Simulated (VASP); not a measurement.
# Run report: Si, phonon dispersion calculation (part 2 of 5)

The same run, continued: Si (I4₁/amd, 16 atoms in the cell); Kohn-Sham DFT of a periodic cell, LDA, VASP PAW LDA potentials, recommended, no spin polarisation (VASP 6.6.1); cutoff 520 eV, 4×4×4 k-mesh, Gaussian smearing of 0.02 eV. The structure derives from a Materials Project entry.

Geometry of the input (Å; fractional positions):
```
-4.7427  4.7427  2.6585
4.7427  -4.7427  2.6585
4.7427  4.7427  -2.6585
Si 0.2500  0.2500  0.0000
Si 0.2500  0.2500  0.5000
Si 0.2500  0.7500  0.0000
Si 0.2500  0.7500  0.5000
Si 0.7500  0.2500  0.0000
Si 0.7500  0.2500  0.5000
Si 0.7500  0.7500  0.0000
Si 0.7500  0.7500  0.5000
Si 0.1250  0.3750  0.2500
Si 0.1250  0.3750  0.7500
Si 0.1250  0.8750  0.2500
Si 0.1250  0.8750  0.7500
Si 0.6250  0.3750  0.2500
Si 0.6250  0.3750  0.7500
Si 0.6250  0.8750  0.2500
Si 0.6250  0.8750  0.7500
```

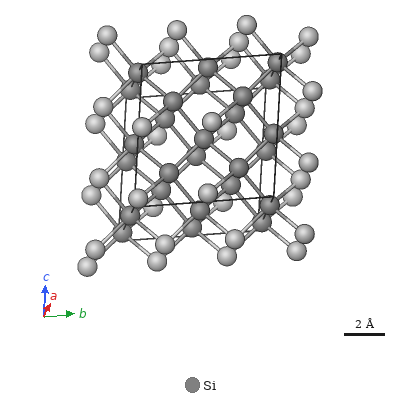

Figure 1. The structure as given in the input (ball-and-stick view of the reduced cell, seen at an oblique angle; neighbours outside the cell are drawn fainter).

Parts of OUTCAR, continued
```
  FORCE on cell =-STRESS in cart. coord.  units (eV):
  Direction    XX          YY          ZZ          XY          YZ          ZX
  --------------------------------------------------------------------------------------
  -------------------------------------------------------------------------------------
  Total       -1.0930957     -1.0930957     -1.0763561      0.0000000      0.0000000      0.0000000
  in kB       -7.3216270     -7.3216270     -7.2095044      0.0000000      0.0000000      0.0000000
  external PRESSURE =      -7.2842528 kB  Pullay stress =       0.0000000 kB

 VOLUME and BASIS-vectors are now :
 -----------------------------------------------------------------------------
  energy-cutoff  :      520.00
  volume of cell :      239.20
      direct lattice vectors                 reciprocal lattice vectors
    -4.742744609  4.742744609  2.658530780     0.000000000  0.105424188  0.188073805
     4.742744609 -4.742744609  2.658530780     0.105424188  0.000000000  0.188073805
     4.742744609  4.742744609 -2.658530780     0.105424188  0.105424188  0.000000000

 POSITION                                       TOTAL-FORCE (eV/Angst)
 -----------------------------------------------------------------------------------
      0.00000      0.00000      1.32927        -0.000000     -0.000000      0.000000
      2.37137      2.37137      0.00000        -0.000000     -0.000000      0.000000
      2.37137     -2.37137      2.65853        -0.000000     -0.000000      0.000000
      4.74274     -0.00000      1.32927        -0.000000     -0.000000      0.000000
     -2.37137      2.37137      2.65853        -0.000000     -0.000000     -0.000000
     -0.00000      4.74274      1.32927        -0.000000     -0.000000      0.000000
      0.00000      0.00000      3.98780        -0.000000     -0.000000     -0.000000
      2.37137      2.37137      2.65853        -0.000000     -0.000000     -0.000000
      2.37137     -0.00000      0.66463         0.000000      0.000000      0.000000
      4.74274      2.37137     -0.66463         0.000000      0.000000      0.000000
      4.74274     -2.37137      1.99390         0.000000      0.000000      0.000000
      7.11412      0.00000      0.66463         0.000000      0.000000      0.000000
      0.00000      2.37137      1.99390         0.000000      0.000000     -0.000000
      2.37137      4.74274      0.66463         0.000000      0.000000     -0.000000
      2.37137     -0.00000      3.32316         0.000000      0.000000     -0.000000
      4.74274      2.37137      1.99390         0.000000      0.000000     -0.000000
 -----------------------------------------------------------------------------------
    total drift:                               -0.000000      0.000000      0.000000

  FREE ENERGIE OF THE ION-ELECTRON SYSTEM (eV)
  ---------------------------------------------------
  free  energy   TOTEN  =       -91.9487663985 eV

  energy  without entropy=      -91.9483520123  energy(sigma->0) =      -91.94855921

--------------------------------------- Ionic step        2  -------------------------------------------

 number of electron      64.0000003 magnetization

------------------------ aborting loop because EDIFF is reached ----------------------------------------

  FORCE on cell =-STRESS in cart. coord.  units (eV):
  Direction    XX          YY          ZZ          XY          YZ          ZX
  --------------------------------------------------------------------------------------
  -------------------------------------------------------------------------------------
  Total       -1.0896203     -1.0914860     -1.0658943      0.0000000      0.0000000     -0.0416196
  in kB       -7.2983486     -7.3108449     -7.1394306      0.0000000      0.0000000     -0.2787711
  external PRESSURE =      -7.2495414 kB  Pullay stress =       0.0000000 kB

 VOLUME and BASIS-vectors are now :
 -----------------------------------------------------------------------------
  energy-cutoff  :      520.00
  volume of cell :      239.20
      direct lattice vectors                 reciprocal lattice vectors
    -4.742744609  4.742744609  2.658530780     0.000000000  0.105424188  0.188073805
     4.742744609 -4.742744609  2.658530780     0.105424188  0.000000000  0.188073805
     4.742744609  4.742744609 -2.658530780     0.105424188  0.105424188  0.000000000

 POSITION                                       TOTAL-FORCE (eV/Angst)
 -----------------------------------------------------------------------------------
      0.01500     -0.00000      1.32927        -0.110615     -0.000000      0.001419
      2.37137      2.37137      0.00000         0.001550      0.005284     -0.002034
      2.37137     -2.37137      2.65853         0.001680     -0.005258      0.001958
      4.74274     -0.00000      1.32927         0.006439     -0.000000      0.000042
     -2.37137      2.37137      2.65853         0.001550     -0.005284     -0.002034
     -0.00000      4.74274      1.32927         0.007278      0.000000     -0.000112
      0.00000      0.00000      3.98780        -0.001427     -0.000000      0.000138
      2.37137      2.37137      2.65853         0.001680      0.005258      0.001958
      2.37137     -0.00000      0.66463         0.041821      0.000000     -0.017392
      4.74274      2.37137     -0.66463        -0.000631      0.000098     -0.000064
      4.74274     -2.37137      1.99390         0.004989      0.000084      0.000018
      7.11412      0.00000      0.66463         0.037261     -0.000000      0.016012
      0.00000      2.37137      1.99390        -0.000631     -0.000098     -0.000064
      2.37137      4.74274      0.66463         0.001982      0.000000     -0.007409
      2.37137     -0.00000      3.32316         0.002085     -0.000000      0.007545
      4.74274      2.37137      1.99390         0.004989     -0.000084      0.000018
 -----------------------------------------------------------------------------------
    total drift:                               -0.000623      0.000000      0.000031

  FREE ENERGIE OF THE ION-ELECTRON SYSTEM (eV)
  ---------------------------------------------------
  free  energy   TOTEN  =       -91.9479355841 eV

  energy  without entropy=      -91.9474801294  energy(sigma->0) =      -91.94770786

--------------------------------------- Ionic step        3  -------------------------------------------

 number of electron      64.0000003 magnetization

------------------------ aborting loop because EDIFF is reached ----------------------------------------

  FORCE on cell =-STRESS in cart. coord.  units (eV):
  Direction    XX          YY          ZZ          XY          YZ          ZX
  --------------------------------------------------------------------------------------
  -------------------------------------------------------------------------------------
  Total       -1.0896331     -1.0914489     -1.0658919      0.0000000      0.0000000      0.0414432
  in kB       -7.2984343     -7.3105966     -7.1394140      0.0000000      0.0000000      0.2775892
  external PRESSURE =      -7.2494817 kB  Pullay stress =       0.0000000 kB

 VOLUME and BASIS-vectors are now :
 -----------------------------------------------------------------------------
  energy-cutoff  :      520.00
  volume of cell :      239.20
      direct lattice vectors                 reciprocal lattice vectors
    -4.742744609  4.742744609  2.658530780     0.000000000  0.105424188  0.188073805
     4.742744609 -4.742744609  2.658530780     0.105424188  0.000000000  0.188073805
     4.742744609  4.742744609 -2.658530780     0.105424188  0.105424188  0.000000000

 POSITION                                       TOTAL-FORCE (eV/Angst)
 -----------------------------------------------------------------------------------
     -0.01500      0.00000      1.32927         0.110571      0.000000      0.001420
      2.37137      2.37137      0.00000        -0.001695     -0.005270      0.001975
      2.37137     -2.37137      2.65853        -0.001565      0.005295     -0.002051
      4.74274     -0.00000      1.32927        -0.006493      0.000000      0.000042
     -2.37137      2.37137      2.65853        -0.001695      0.005270      0.001975
     -0.00000      4.74274      1.32927        -0.007251      0.000000     -0.000113
      0.00000      0.00000      3.98780         0.001446      0.000000      0.000137
      2.37137      2.37137      2.65853        -0.001565     -0.005295     -0.002051
      2.37137     -0.00000      0.66463        -0.037203     -0.000000      0.015993
      4.74274      2.37137     -0.66463         0.000641      0.000099     -0.000064
      4.74274     -2.37137      1.99390        -0.004975      0.000083      0.000018
      7.11412      0.00000      0.66463        -0.041761      0.000000     -0.017370
      0.00000      2.37137      1.99390         0.000641     -0.000099     -0.000064
      2.37137      4.74274      0.66463        -0.002110     -0.000000      0.007541
      2.37137     -0.00000      3.32316        -0.002008      0.000000     -0.007405
      4.74274      2.37137      1.99390        -0.004975     -0.000083      0.000018
 -----------------------------------------------------------------------------------
    total drift:                                0.000653     -0.000000      0.000031

  FREE ENERGIE OF THE ION-ELECTRON SYSTEM (eV)
  ---------------------------------------------------
  free  energy   TOTEN  =       -91.9479355741 eV

  energy  without entropy=      -91.9474800850  energy(sigma->0) =      -91.94770783

--------------------------------------- Ionic step        4  -------------------------------------------

 number of electron      64.0000003 magnetization

------------------------ aborting loop because EDIFF is reached ----------------------------------------

  FORCE on cell =-STRESS in cart. coord.  units (eV):
  Direction    XX          YY          ZZ          XY          YZ          ZX
  --------------------------------------------------------------------------------------
  -------------------------------------------------------------------------------------
  Total       -1.1498851     -1.0306228     -1.0620954      0.0000000      0.0000000      0.0000000
  in kB       -7.7020061     -6.9031797     -7.1139852      0.0000000      0.0000000      0.0000000
  external PRESSURE =      -7.2397237 kB  Pullay stress =       0.0000000 kB

 VOLUME and BASIS-vectors are now :
 -----------------------------------------------------------------------------
  energy-cutoff  :      520.00
  volume of cell :      239.20
      direct lattice vectors                 reciprocal lattice vectors
    -4.742744609  4.742744609  2.658530780     0.000000000  0.105424188  0.188073805
     4.742744609 -4.742744609  2.658530780     0.105424188  0.000000000  0.188073805
     4.742744609  4.742744609 -2.658530780     0.105424188  0.105424188  0.000000000

 POSITION                                       TOTAL-FORCE (eV/Angst)
 -----------------------------------------------------------------------------------
      0.00000      0.00000      1.34427        -0.000000      0.000000     -0.039038
      2.37137      2.37137      0.00000        -0.002003     -0.002004      0.003355
      2.37137     -2.37137      2.65853         0.002003     -0.002004      0.003355
      4.74274     -0.00000      1.32927        -0.000000     -0.000000     -0.002132
     -2.37137      2.37137      2.65853        -0.002003      0.002004      0.003355
     -0.00000      4.74274      1.32927         0.000000     -0.000000     -0.002153
      0.00000      0.00000      3.98780        -0.000000     -0.000000      0.016782
      2.37137      2.37137      2.65853         0.002003      0.002004      0.003355
      2.37137     -0.00000      0.66463        -0.016499     -0.000000      0.002999
      4.74274      2.37137     -0.66463         0.000000     -0.016807      0.002669
      4.74274     -2.37137      1.99390         0.000000     -0.007354      0.000518
      7.11412      0.00000      0.66463         0.016499      0.000000      0.002999
      0.00000      2.37137      1.99390         0.000000      0.016807      0.002669
      2.37137      4.74274      0.66463        -0.007592     -0.000000      0.000375
      2.37137     -0.00000      3.32316         0.007592     -0.000000      0.000375
      4.74274      2.37137      1.99390        -0.000000      0.007354      0.000518
 -----------------------------------------------------------------------------------
    total drift:                                0.000000      0.000000     -0.000154

  FREE ENERGIE OF THE ION-ELECTRON SYSTEM (eV)
  ---------------------------------------------------
  free  energy   TOTEN  =       -91.9484936320 eV

  energy  without entropy=      -91.9480640947  energy(sigma->0) =      -91.94827886

--------------------------------------- Ionic step        5  -------------------------------------------

 number of electron      64.0000003 magnetization

 Free energy of the ion-electron system (eV)
  ---------------------------------------------------
  ext. energy  EPLUGINS =         0.00000000
  ---------------------------------------------------
  free energy    TOTEN  =       -91.94849366 eV

  energy without entropy =      -91.94806417  energy(sigma->0) =      -91.94827891

 E-fermi :   9.4206     XC(G=0): -11.0654     alpha+bet :-16.1876

 val. band max:        9.3939109609   @ k =   0.2500  -0.0000   0.0000
 cond. band min:       9.4517778302   @ k =   0.2500  -0.0000   0.0000
 fundamental gap:      0.0578668693
 Fermi energy:         9.4205803094

 k-point     1 :       0.0000    0.0000    0.0000
  band No.  band energies     occupation
      1      -4.5016      2.00000
      2      -1.3470      2.00000
      3      -1.3469      2.00000
      4      -1.3468      2.00000
      5      -1.3467      2.00000
      6       1.1152      2.00000
      7       1.1158      2.00000
      8       1.6128      2.00000
      9       1.6143      2.00000
     10       1.6171      2.00000
     11       1.6189      2.00000
     12       2.4853      2.00000
     13       2.4877      2.00000
     14       2.4901      2.00000
     15       2.4928      2.00000
     16       2.5309      2.00000
     17       2.5316      2.00000
     18       6.9306      2.00000
     19       6.9326      2.00000
     20       7.2620      2.00000
     21       7.2622      2.00000
     22       7.2648      2.00000
     23       7.2654      2.00000
     24       7.5299      2.00000
     25       7.5356      2.00000
     26       7.5369      2.00000
     27       7.5428      2.00000
     28       7.5748      2.00000
     29       7.8399      2.00000
     30       7.8418      2.00000
     31       7.8421      2.00000
     32       7.8439      2.00000
     33       9.7731      0.00000
     34       9.7741      0.00000
     35       9.7741      0.00000
     36       9.7747      0.00000
     37      10.4215      0.00000
     38      10.4283      0.00000
     39      10.4309      0.00000
     40      10.4380      0.00000
     41      10.9450      0.00000

 k-point     2 :       0.2500   -0.0000    0.0000
  band No.  band energies     occupation
      1      -4.0849      2.00000
      2      -1.7191      2.00000
      3      -1.7189      2.00000
      4      -0.8000      2.00000
      5      -0.1658      2.00000
      6      -0.1651      2.00000
      7      -0.0312      2.00000
      8      -0.0302      2.00000
      9       0.5231      2.00000
     10       0.7218      2.00000
     11       1.5222      2.00000
     12       2.9190      2.00000
     13       3.8993      2.00000
     14       3.9026      2.00000
     15       4.2249      2.00000
     16       4.2250      2.00000
     17       5.1330      2.00000
     18       5.2094      2.00000
     19       5.2103      2.00000
     20       5.3830      2.00000
     21       5.9077      2.00000
     22       6.1031      2.00000
     23       6.5713      2.00000
     24       6.7658      2.00000
     25       7.1068      2.00000
     26       7.4575      2.00000
     27       7.4599      2.00000
     28       8.6825      2.00000
     29       8.6836      2.00000
     30       9.0910      2.00000
     31       9.3939      1.94068
     32       9.4518      0.02738
     33       9.4530      0.02176
     34       9.4937      0.00000
     35      10.0520      0.00000
     36      10.0522      0.00000
     37      10.7025      0.00000
     38      11.5737      0.00000
     39      11.8598      0.00000
     40      11.9554      0.00000
     41      12.0171      0.00000
```
